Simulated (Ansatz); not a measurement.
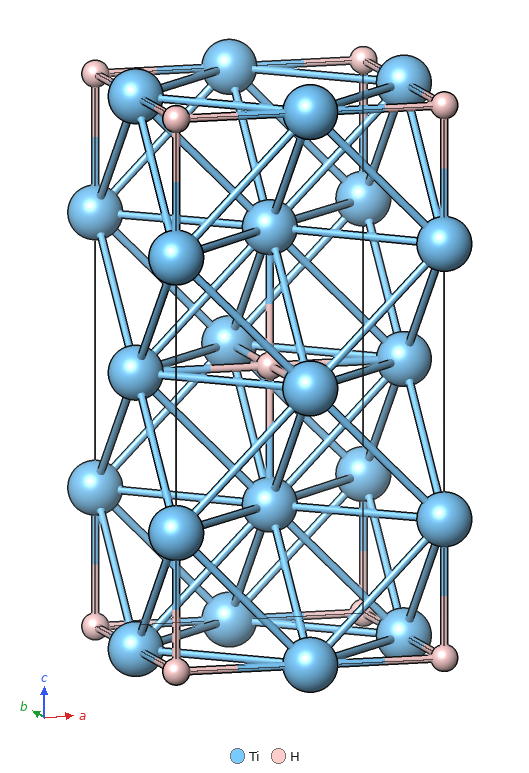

A ball-and-stick rendering, viewed slightly off an axis. The parallelepiped is the conventional unit cell. Cell: a = 4.14 Å, b = 4.14 Å, c = 8.29 Å, α = 90.00°, β = 90.00°, γ = 90.00°.

The structure comes from a structure type filled with these elements by a generator (whether the compound takes this form wasn't checked). Earlier steps of the study may have refined or changed the cell and positions. It went into a calculation with Ansatz.

Describe the crystal.

Formula: Ti4H. Its lattice is body-centred tetragonal, its space group I4/mmm (No. 139). Counting shared atoms by their share gives 8 Ti, 2 H, or 10 atoms. Neighbours within bonding distance: Ti 13 to 14 (mean 13.5) and H 6.

Calculation details: DFT r2SCAN, scalar-relativistic, plane waves, PAW in Ansatz; plane-wave cutoff 500 eV, k-points about 0.18 Å⁻¹ apart, Gaussian smearing of 0.1 eV, no spin polarisation.

What is the electronic character?

A metal: bands cross the Fermi level.

What charge does Bader's analysis assign to each element?

Ti +0.16 to +0.23 e; H -0.78 e.

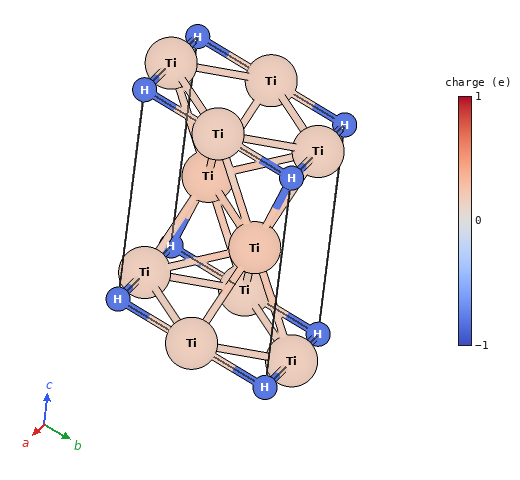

The atoms coloured by those charges. The run's cell of 5 atoms is drawn in a reduced setting, so axes and origin can differ from the first picture.

Can this geometry be taken as optimised?

No. The largest force is 0.04 eV/Å, on Ti. The pressure is -0.6 GPa, so the cell would contract.
